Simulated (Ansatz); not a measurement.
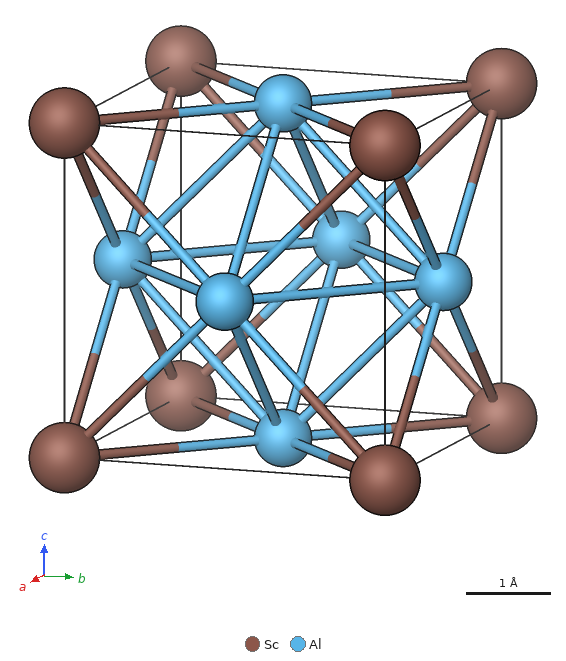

Lattice vibrations of a crystal of ScAl3, space group Pm-3m (No. 221), at the zone centre. A ball-and-stick model of the cell of the calculation, seen slightly off an axis.

All numbers below come from DFT PBE, scalar-relativistic, plane waves, PAW in Ansatz 0.2.0.

Input file:
```yaml
crystal:
  lattice:
    - [4.1080527044, 0.0, 0.0]
    - [0.0, 4.1080527044, 0.0]
    - [0.0, 0.0, 4.1080527044]
  atoms:
    - { symbol: Sc, position: [0.0, 0.0, 0.0] }
    - { symbol: Al, position: [0.5, 0.0, 0.5] }
    - { symbol: Al, position: [0.0, 0.5, 0.5] }
    - { symbol: Al, position: [0.5, 0.5, 0.0] }
basis:
  ecutwfc: 420
kpoints:
  mp_grid: { grid: [12, 12, 12] }
hamiltonian:
  xc: pbe
scf:
  occupations: { method: fermi_dirac, width: 0.15 }
output:
  eigenvalues: true
phonons:
  method: dfpt
  eigenvectors: true
  qmesh: [2, 2, 2]
  temperatures: { t_max: 1000, t_step: 100 }
  qpath:
    path:
      - [[0.0, 0.0, 0.0], [0.0, 0.5, 0.0], [0.5, 0.5, 0.0], [0.0, 0.0, 0.0], [0.5, 0.5, 0.5], [0.0, 0.5, 0.0]]
      - [[0.5, 0.5, 0.5], [0.5, 0.5, 0.0]]
    npoints: 8
```

Command:
```bash
ansatz run input.yaml --threads 1 --pin off --max-ram 2560MiB --backend cpu --events-out ev --progress --plain --runs-dir out
```

The frequencies depend somewhat on the k-mesh and the smearing.

### Give the spectrum at this point.

The calculation's cell holds 4 atoms, so there are 9 optical modes, in 3 levels. The optical modes span 2T₁u + T₂u. No level is unstable.

```tsv
level	symmetry	frequency (cm⁻¹)	activity
1	T₁u	230	infrared-active
2	T₂u	251	silent
3	T₁u	328	infrared-active
```

The crystal is a metal, so free carriers screen the infrared response.

The modes drawn as arrows (one member of each degenerate set):

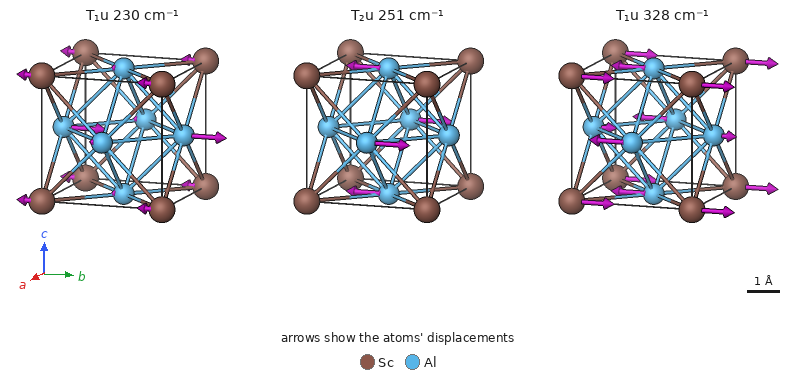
